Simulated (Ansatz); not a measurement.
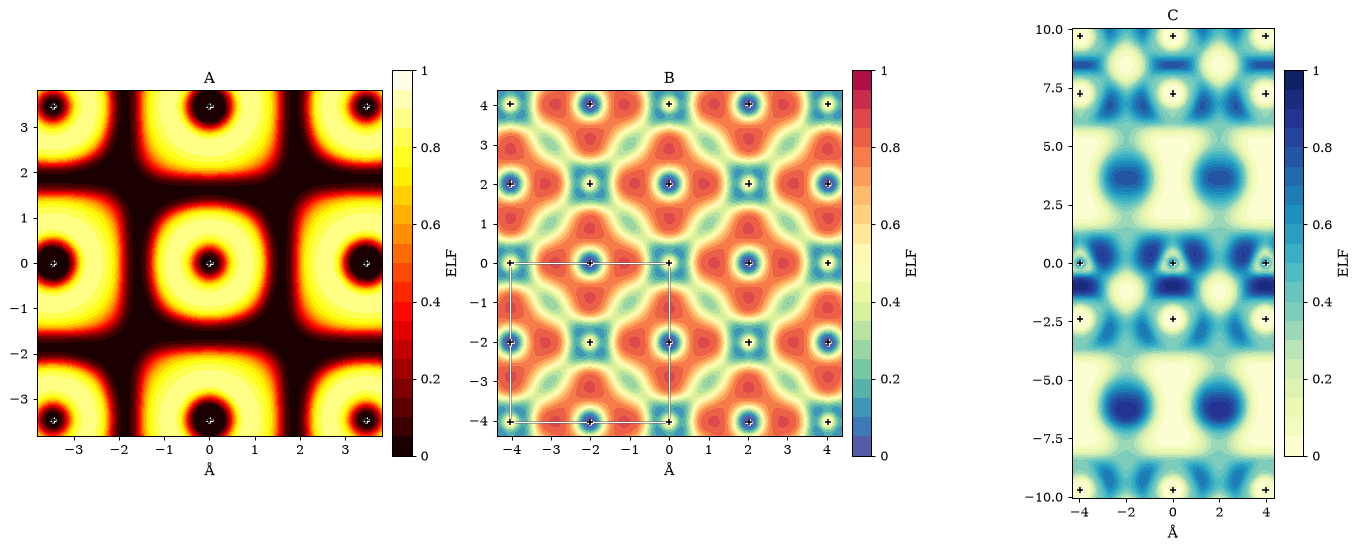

The electron localisation function of 3 systems, each on a plane through atoms (crosses mark nuclei in the plane).

All numbers below come from Ansatz 0.2.0, DFT, r2SCAN, plane waves, PAW.

System 1: SiC, the (001) plane of the conventional cell. Space group Fm-3m; started from the rocksalt prototype, which need not be the ambient phase.

```
CELL_PARAMETERS angstrom
4.02774 0.00000 0.00000
0.00000 4.02774 0.00000
0.00000 0.00000 4.02774
ATOMIC_POSITIONS crystal
Si 0.00000 0.00000 0.00000
Si 0.50000 0.50000 0.00000
Si 0.50000 0.00000 0.50000
Si 0.00000 0.50000 0.50000
C 0.50000 0.00000 0.00000
C 0.00000 0.50000 0.00000
C 0.00000 0.00000 0.50000
C 0.50000 0.50000 0.50000
```

System 2: SiGe3, the (100) plane of the conventional cell. Space group R3m; started from the ordered alloy on diamond lattice prototype, which need not be the ambient phase.

```xyz
12
Lattice="3.9678 0.0000 0.0000 -1.9839 3.4362 0.0000 0.0000 0.0000 19.4016" Properties=species:S:1:pos:R:3 pbc="T T T"
Si    0.0000    0.0000    0.0017
Si    1.9839    1.1454    6.4689
Si    0.0000    2.2908   12.9360
Ge    0.0000    2.2908    3.2344
Ge    0.0000    0.0000    9.7018
Ge    1.9839    1.1454   16.1689
Ge    0.0000    2.2908    0.7774
Ge    0.0000    0.0000    7.2447
Ge    1.9839    1.1454   13.7119
Ge    1.9839    1.1454    4.0703
Ge    0.0000    2.2908   10.5376
Ge    0.0000    0.0000   17.0047
```

System 3: RbBr, the (11̄0) plane of the conventional cell. Space group Immm; started from the measured structure prototype, which need not be the ambient phase; changed on purpose from its base cell (shear xy strain -4.0%).

```yaml
crystal:
  lattice:
    - [3.39196, 3.39196, 0.00000]
    - [-3.52970, 3.52970, 0.00000]
    - [0.00000, 0.00000, 6.92166]
  atoms:
    - { symbol: Rb, position: [0.00000, 0.00000, 0.00000] }
    - { symbol: Rb, position: [0.50000, 0.50000, 0.50000] }
    - { symbol: Br, position: [0.50000, 0.50000, 0.00000] }
    - { symbol: Br, position: [0.00000, 0.00000, 0.50000] }
```

### Match each panel to its system.

Panel A is system 3, RbBr: the plane holds Rb and Br. Rb–Br (3.46 Å): the ELF is about 0.05 at the midpoint: a largely ionic contact. Panel B is system 1, SiC: the plane holds Si and C. Si–C (2.01 Å): the ELF peaks at about 0.85 between the atoms. Panel C is system 2, SiGe3: the plane holds Si and Ge. Si–Ge (2.40 Å): the ELF peaks at about 0.95 between the atoms, as expected for localised, covalent bonding.
